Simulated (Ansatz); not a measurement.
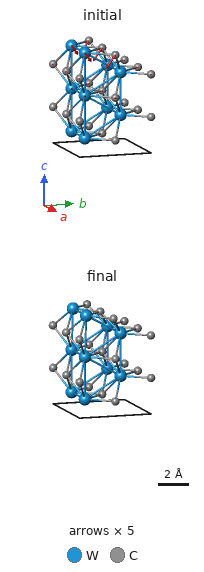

The structure of a slab of composition WC (cut from the P-6m2 phase) before (top) and after (bottom) a constrained relaxation, at one scale. The red arrows give the displacements, 5 times their true length.

A ball-and-stick model of the cell of the calculation, outlined in the plane, without the vacuum (origin shifted), seen slightly off an axis.

Case: clean slab, lower half held. The slab is the (1 1 0) face of WC. 8 atoms are held fixed.

Theory: Ansatz, DFT PBE, scalar-relativistic, plane waves, PAW.

Input file:
```yaml
crystal:
  lattice:
    - [5.6941517661, 0.0, 0.0]
    - [0.0, 5.0606569482, 0.0]
    - [0.0, 0.0, 22.8435433027]
  atoms:
    - { symbol: W, position: [0.0, 0.5, 0.3720963901] }
    - { symbol: W, position: [0.5, 0.5, 0.3720963901] }
    - { symbol: C, position: [0.25, 0.8333333333, 0.3720963901] }
    - { symbol: C, position: [0.75, 0.8333333333, 0.3720963901] }
    - { symbol: W, position: [0.0, 0.0, 0.436048195] }
    - { symbol: W, position: [0.5, 0.0, 0.436048195] }
    - { symbol: C, position: [0.25, 0.3333333333, 0.436048195] }
    - { symbol: C, position: [0.75, 0.3333333333, 0.436048195] }
    - { symbol: W, position: [0.0, 0.5, 0.5] }
    - { symbol: W, position: [0.5, 0.5, 0.5] }
    - { symbol: C, position: [0.25, 0.8333333333, 0.5] }
    - { symbol: C, position: [0.75, 0.8333333333, 0.5] }
    - { symbol: W, position: [0.0, 0.0, 0.563951805] }
    - { symbol: W, position: [0.5, 0.0, 0.563951805] }
    - { symbol: C, position: [0.25, 0.3333333333, 0.563951805] }
    - { symbol: C, position: [0.75, 0.3333333333, 0.563951805] }
    - { symbol: W, position: [0.0, 0.5, 0.6279036099] }
    - { symbol: W, position: [0.5, 0.5, 0.6279036099] }
    - { symbol: C, position: [0.25, 0.8333333333, 0.6279036099] }
    - { symbol: C, position: [0.75, 0.8333333333, 0.6279036099] }
basis:
  ecutwfc: 420
kpoints:
  mp_grid: { grid: [5, 6, 1] }
hamiltonian:
  xc: pbe
scf:
  occupations: { method: gaussian, width: 0.1 }
output:
  forces: true
  eigenvalues: true
  write_density: true
  write_potential: true
  elf: true
  volumetric_format: npy
relax:
  adjacent_minimum: "off"
  f_tol: 0.03
  max_steps: 70
  constraints: [{ sites: [0, 1, 2, 3, 4, 5, 6, 7] }]
efield:
  axis: 3
  dipole_correction: true
  ramp_width: 0.04
```

Launched with:
```bash
ansatz run input.yaml --threads 4 --pin off --max-ram 10240MiB --backend cpu --events-out ev --progress --plain --runs-dir out
```

Question: What changed between the two?

Answer: The largest moves, 0.22 Å, are those of C19 and C20. C19 goes at 36° to the normal (−c side). By element the largest moves are C 0.22 Å, W 0.16 Å. The lattice vectors keep their values. Some distances before and after: W17–C19 2.207 → 2.042 Å, W13–W17 2.922 → 2.782 Å, W10–W18 2.922 → 2.818 Å, W13–C19 2.207 → 2.156 Å. Among the angles between lasting bonds that change: W17–C20–W18 80.3° → 88.4°, W13–C20–W18 135.1° → 142.9°, W13–C16–W18 135.1° → 139.3°. After 4 geometry steps the energy has fallen by 1.003 eV per cell of the calculation. The largest force component goes from 2.7 to 0.0071 eV/Å. The run took 73 s on 4 threads of Intel(R) Xeon(R) 6975P-C (Granite Rapids), with other jobs on the host, peak memory 2 GiB.
